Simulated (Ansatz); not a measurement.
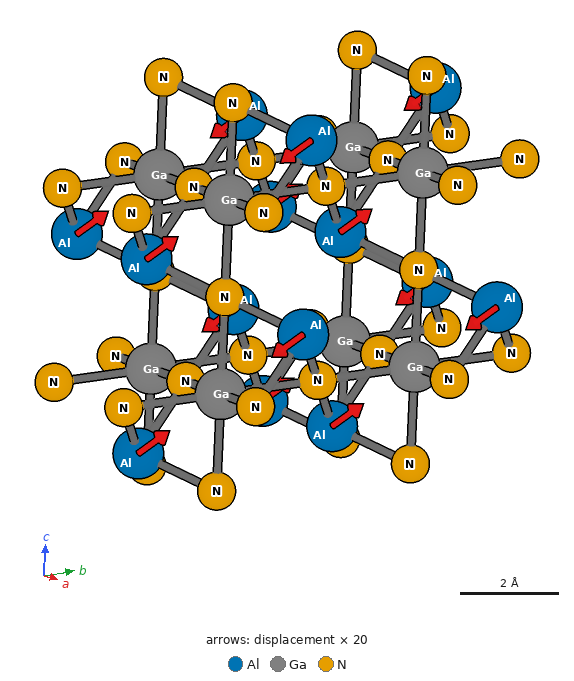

A relaxation of a crystal of Al$_{2}$GaN$_{3}$ (built on the Li2GaCu3-166 type type). The starting structure is drawn; red arrows show the displacements (the part carried along by the change of the cell is left out), magnified 20 times.

A ball-and-stick model of the cell of the calculation, seen slightly off an axis.

The calculation used Ansatz 0.2.0, DFT, r2SCAN+rVV10, plane waves, PAW. Set-up: plane-wave cutoff 500 eV; k-point mesh 6 × 6 × 6; occupations fermi dirac; smearing width 0.03 eV; no spin polarisation; cell and atoms relaxed; force threshold 0.01 eV/Å; at most 120 steps.

Question: Which element moves most?

Answer: Aluminium: up to 0.047 Å, against 0.000 Å for nitrogen.

Question: What happened in the run?

Answer: The largest moves relative to the cell, 0.047 Å, are those of Al atoms. N and Ga stay in place. The volume changes by +1.0 %, with a = b = c 4.105 → 4.120 Å (+0.4 %), α 83.2° → 82.9°, β 83.2° → 82.9°, γ 83.2° → 82.9°. Among the contacts that change: Al–Ga 2.400 → 2.370 Å, Al–N 1.908 → 1.888 Å, Ga–N 2.052 → 2.060 Å. The space group stays R-3m (No. 166). After 5 accepted moves (6 points after the start) the energy has fallen by 1.9 meV per atom. Largest force component: 0.33 eV/Å at the start, 0.0005 eV/Å at the end. Pressure: −1.14 GPa at the start and 0.01 GPa at the end. At 1 point the geometry stayed and the basis and grid were re-selected for the new cell (energy shift of less than 0.05 meV per atom at most each time). Cost: 39 s on 2 threads of Arm Neoverse V1 (shared host), peak memory 0.61 GiB.
